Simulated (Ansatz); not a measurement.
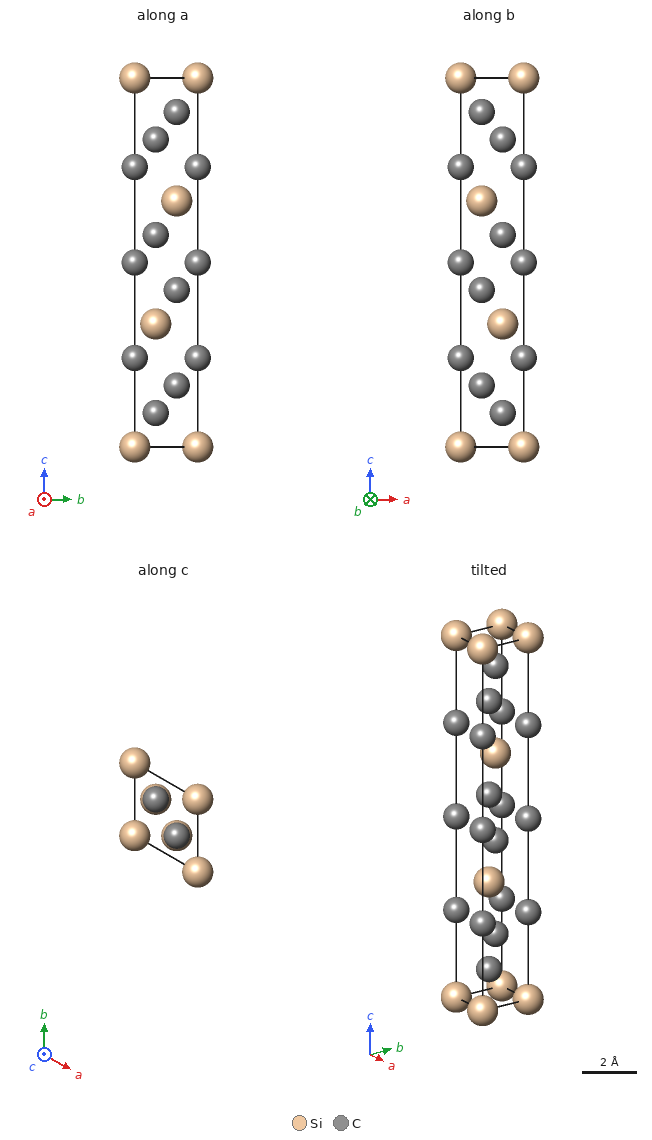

Drawn in the spheres-only manner and seen along the a axis, along the b axis, along the c axis and slightly off an axis. Thin lines show the conventional unit cell, with boundary atoms drawn in all their periodic places.

Lattice parameters: a = 2.713 Å, b = 2.713 Å, c = 13.766 Å, α = 90.00°, β = 90.00°, γ = 120.00°. Put a along x and b in the xy plane.

> Express the structure as a POSCAR file, with free fractional coordinates to two decimals.

```
Si C
1.0
     2.713    0.000    0.000
    -1.357    2.350    0.000
     0.000    0.000   13.766
Si C
3 9
Direct
  0.00 0.00 0.00
  0.6667 0.3333 0.3333
  0.3333 0.6667 0.6667
  0.00 0.00 0.76
  0.3333 0.6667 0.91
  0.6667 0.3333 0.8333
  0.6667 0.3333 0.09
  0.00 0.00 0.24
  0.3333 0.6667 0.1667
  0.3333 0.6667 0.43
  0.6667 0.3333 0.57
  0.00 0.00 0.50
```

Its origin is a structure type filled with these elements by a generator (whether the compound takes this form wasn't checked). Earlier steps of the study may have refined or changed the cell and positions. It was run through Ansatz as a DFT input.
